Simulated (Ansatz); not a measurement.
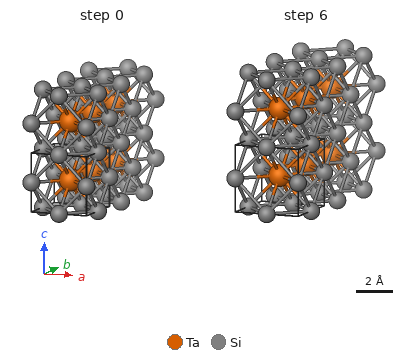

The structure of solid TaSi$_{3}$ (a generated structure, set up in Pm-3m) (coarse preliminary run) before (left) and after (right) a relaxation, at one scale.

The picture is a ball-and-stick view of the cell of the calculation, repeated 1 × 3 × 2 with one cell outlined, seen from a free direction.

Case: Ru → Si on all its sites, cell and atoms relaxed.

Computed with Ansatz, DFT PBEsol, scalar-relativistic, plane waves, PAW.

Input
```yaml
crystal:
  lattice:
    - [3.3895332239, 0.0, 0.0]
    - [0.0, 3.3895332239, 0.0]
    - [0.0, 0.0, 3.3895332239]
  atoms:
    - { symbol: Ta, position: [0.5, 0.5, 0.5] }
    - { symbol: Si, position: [0.5, 0.0, 0.0] }
    - { symbol: Si, position: [0.0, 0.5, 0.0] }
    - { symbol: Si, position: [0.0, 0.0, 0.5] }
basis:
  ecutwfc: 420
kpoints:
  mp_grid: { grid: [6, 6, 6] }
hamiltonian:
  xc: pbesol
scf:
  occupations: { method: gaussian, width: 0.1 }
output:
  forces: true
  stress: true
  eigenvalues: true
relax:
  adjacent_minimum: "off"
  f_tol: 0.05
  max_steps: 60
  cell: { stress_tol: 0.5 }
```

Command:
```bash
ansatz run input.yaml --threads 1 --pin off --max-ram 2560MiB --backend cpu --events-out ev --progress --plain --runs-dir out
```

Question: Describe what moved and what it gained.

Answer: After 5 accepted moves (6 points after the start) the energy has fallen by 1330 meV per atom. All forces vanish by symmetry, so only the cell relaxes. Pressure: 128.97 GPa at the start and 0.40 GPa at the end. The SCF was repeated once at an unchanged geometry on a basis and grid sized afresh for the cell, which shifted the energy by 7.8 meV per atom at most. The atoms keep their places relative to the cell (all moves are under 0.005 Å). The volume changes by +47.0 %, with a = b = c 3.390 → 3.854 Å (+13.7 %). Some distances before and after: Ta1–Ta1 3.390 → 3.854 Å, Ta1–Si2 2.397 → 2.725 Å, Si2–Si3 2.397 → 2.725 Å. The space group stays Pm-3m (No. 221).
